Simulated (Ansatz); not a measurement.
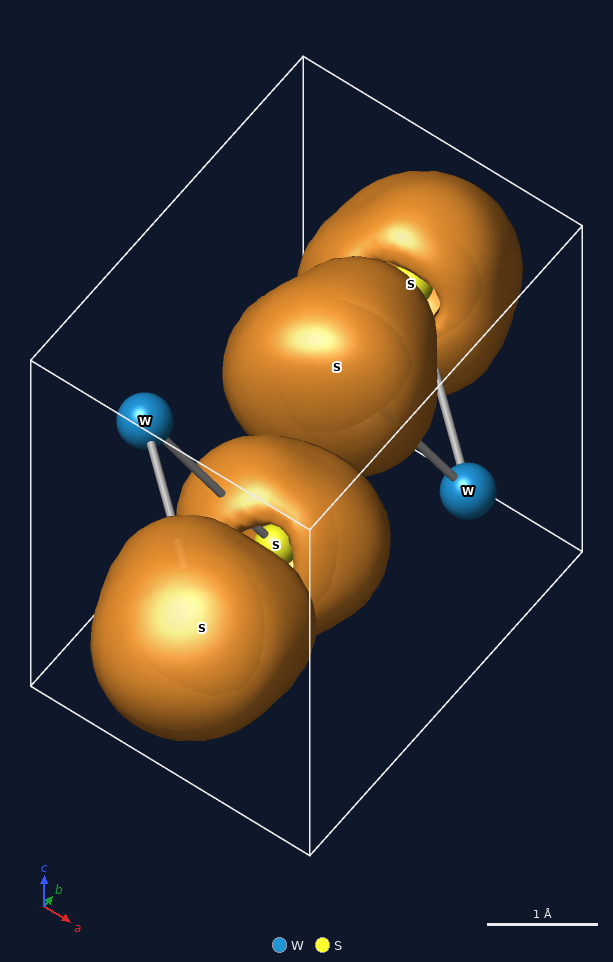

The picture shows: WS$_{2}$. Isosurface of the ELF at 0.75 (orange), seen slightly off an axis. Core shells and regions of very low density are left out. Sticks mark near contacts.

Space group P2₁/m; a structure from a database of computed crystals, not necessarily the ambient phase; changed on purpose from its base cell (mode 4 frozen in at -0.521 Å, normal strain along x -0.0350); not relaxed (largest force 0.5 eV/Å); computed pressure about 9 GPa in this cell.

These are results of Ansatz, DFT LDA+D3(BJ), scalar-relativistic, plane waves, PAW, not measurements.

In a PAW calculation such maps are meaningful between the atoms, not at the nuclei.

Question: Describe the localisation domains.

Answer: The surface consists of four regions wrapped around S (the valence shell of each), counted in one cell of 6 atoms. Regions shared between cells count once. Along the contacts the grid gives the following. W–S (2.33 Å): the ELF peaks at about 0.85 in the valence shell of S, 0.8 Å from its nucleus, and is about 0.45 at the midpoint. W–S (2.38 Å): the ELF peaks at about 0.85 in the valence shell of S, 0.8 Å from its nucleus, and is about 0.45 at the midpoint.

Question: Does the calculation give a band gap?

Answer: It is gapped, with a Kohn–Sham gap of 0.41 eV on the k-point mesh (the band edges may lie off the mesh, which would make the gap smaller).
